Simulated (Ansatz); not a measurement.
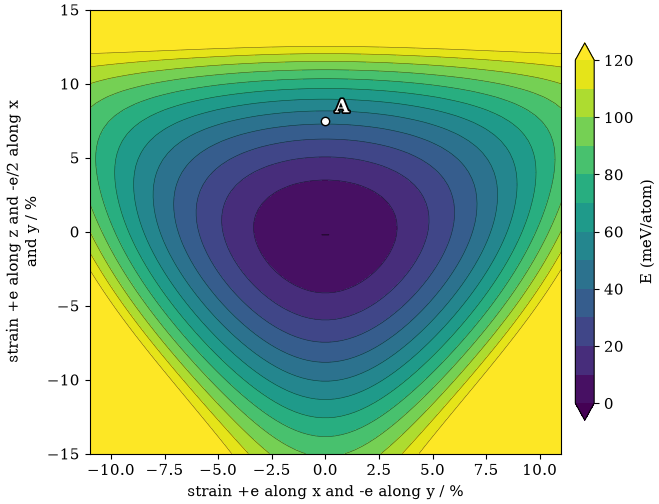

Ni (Fm-3m, No. 225; 1 atom in the cell). The energy is mapped over two homogeneous strains (x, y and z along the cube axes). The first coordinate is: strain +e along x and -e along y; the second: strain +e along z and -e/2 along x and y. Nothing is relaxed (symmetry fixes all fractional coordinates). The scan uses a 5 × 5 grid; 15 points were computed and 10 follow by symmetry. Points are written as (first, second). Energies: meV/atom, counted from the lowest grid point. The electronic state followed may not be the lowest one. Level of theory: DFT LDA, scalar-relativistic, plane waves, PAW in Ansatz. Settings: cutoff 520 eV, k-mesh 22×22×22, gaussian smearing 0.15 eV, spin-polarised.

The picture shows filled contours, one colour for all values above the top of the scale, the point A. Between grid points the surface is interpolated.

> Is A at rest? If not, where is it pushed?

A, at (0.0 %, 7.5 %), is not a stationary point. The computed force is nearly zero along the first coordinate and 12 meV/atom for each 1 % towards smaller values of the second coordinate.

PAW datasets: the set soft_1.
